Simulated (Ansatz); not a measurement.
This input was run:

```
crystal:
  lattice:
    - [6.5132825556, 0.0, 0.0]
    - [-3.2566412778, 6.0107644543, 0.0]
    - [0.0, 0.0, 26.6012561057]
  atoms:
    - { symbol: Sn, position: [0.14677444, 0.2935488799, 0.3007376783] }
    - { symbol: Sn, position: [0.14677444, 0.7935488799, 0.3007376783] }
    - { symbol: Sn, position: [0.6467744399, 0.2935488799, 0.3007376783] }
    - { symbol: Sn, position: [0.6467744399, 0.7935488799, 0.3007376783] }
    - { symbol: Sn, position: [0.3078116735, 0.616497496, 0.3954393461] }
    - { symbol: Sn, position: [0.3102524997, 0.1141578824, 0.3955848282] }
    - { symbol: Sn, position: [0.8067253687, 0.6153821148, 0.3961364514] }
    - { symbol: Sn, position: [0.8056436394, 0.1145159122, 0.3957862465] }
    - { symbol: Sn, position: [0.4673062069, 0.9348136782, 0.4923248138] }
    - { symbol: Sn, position: [0.4667527808, 0.4315838063, 0.4907148211] }
    - { symbol: Sn, position: [0.9672020215, 0.9343667681, 0.4908009114] }
    - { symbol: Sn, position: [0.9714570184, 0.4386607803, 0.4905989018] }
basis:
  ecutwfc: 420
kpoints:
  mp_grid: { grid: [3, 3, 1] }
hamiltonian:
  xc: pbe
  dispersion: d3bj
scf:
  occupations: { method: gaussian, width: 0.1 }
output:
  forces: true
  eigenvalues: true
  write_density: true
  volumetric_format: npy
efield:
  axis: 3
  dipole_correction: true
  ramp_width: 0.04
```

Command:
```bash
ansatz run input.yaml --threads 4 --pin off --max-ram 10240MiB --backend cpu --events-out ev --progress --plain --runs-dir out
```

What does the potential across the slab give for the work function?

The work function is 3.64 eV, the same on both faces. The two vacuum levels agree, so the slab has no net dipole along its normal. The outermost atoms are 5.1 Å apart, which leaves 21.5 Å of vacuum in a cell 26.6 Å high.

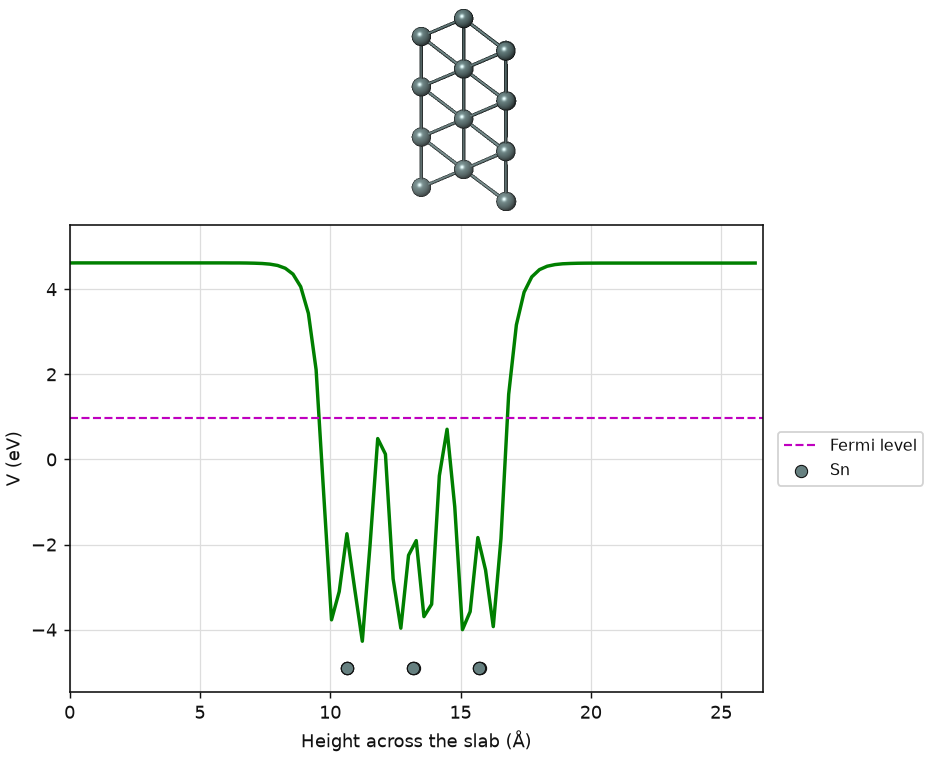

Plane-averaged electrostatic potential energy of an electron across the slab; circles at the bottom mark the heights of the atoms. The structure is drawn too.
